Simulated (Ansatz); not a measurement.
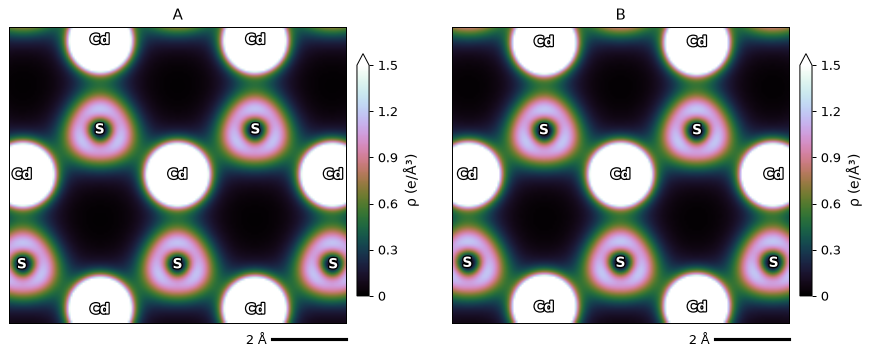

CdS. The valence charge density (pseudo) of two cells that differ in size and shape, on the (001) plane of each (indices in the axes of the calculation cell), at one length scale and on one colour scale: A has 44.9 Å³ an atom and B 40.8.

These are results of DFT PBE, scalar-relativistic, plane waves, PAW in Ansatz 0.2.0, not measurements.

The density is the valence pseudo-density of a PAW calculation; it isn't the true density close to the nuclei.

The larger cell:

```
Cd S
1.0
     4.21826    0.00000    0.00000
    -2.10913    3.65312    0.00000
     0.00000    0.00000    5.83279
Cd S
1 1
Direct
  0.00000 0.00000 0.43235
  0.66667 0.33333 0.44465
```

The smaller cell: a = 4.149 Å, b = 4.149 Å, c = 5.478 Å, α = 90.00°, β = 90.00°, γ = 120.00°.

> What changes from the larger cell to the smaller?

From the larger cell to the smaller, Cd–S goes from 2.44 to 2.40 Å, and the density at its midpoint from 0.5 to 0.53 e/Å³; the pressure goes from 0.6 to 2.4 GPa.
